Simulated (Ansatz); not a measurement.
Given this structure, coordinates from a relaxation with Ansatz 0.2.0, DFT, BLYP, plane waves (420 eV) with PAW, scalar-relativistic; the starting structure was generated, so it need not be a known form of this composition, written in its standard cell:

```cif
data_structure
_symmetry_space_group_name_H-M 'Fm-3m'
_symmetry_Int_Tables_number 225
_cell_length_a 4.2649
_cell_length_b 4.2649
_cell_length_c 4.2649
_cell_angle_alpha 90.000
_cell_angle_beta 90.000
_cell_angle_gamma 90.000
_cell_volume 77.58
loop_
_atom_site_label
_atom_site_type_symbol
_atom_site_symmetry_multiplicity
_atom_site_Wyckoff_symbol
_atom_site_fract_x
_atom_site_fract_y
_atom_site_fract_z
_atom_site_occupancy
Ta1 Ta 4 a 0.00000 0.00000 0.00000 1
```

### Predict the [111] zone-axis pattern (80 kV, kinematic, B = 0.8 Å²).

The spots form a hexagonal net with both shortest vectors at d = 1.51 Å, 60.0° apart. They are -2 2 0 and -2 0 2. The pattern has symmetry 6mm. The lattice centring (F) removes all reflections that break h + k = 2n, h + l = 2n.

Strongest reflections with d > 0.80 Å, one of each family (|F|² from tabulated Gaussian fits of the electron scattering factors, times a small damping for the curvature of the Ewald sphere):

```
    hkl  d (Å)  I (strongest = 100)
 2 0 -2  1.508                  100
4 -2 -2  0.871                   20
```

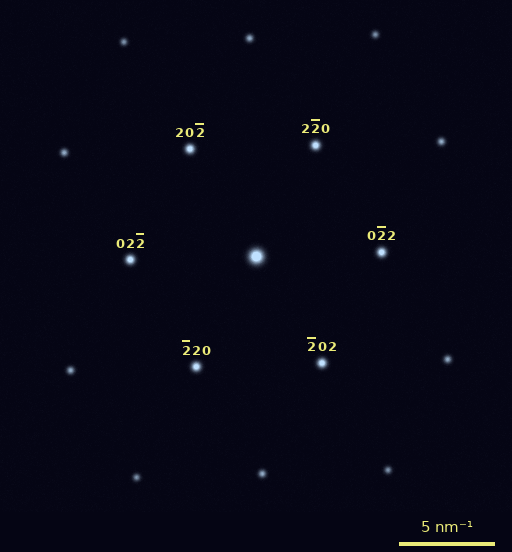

Calculated pattern, seen from the source side with [111] pointing towards the source.
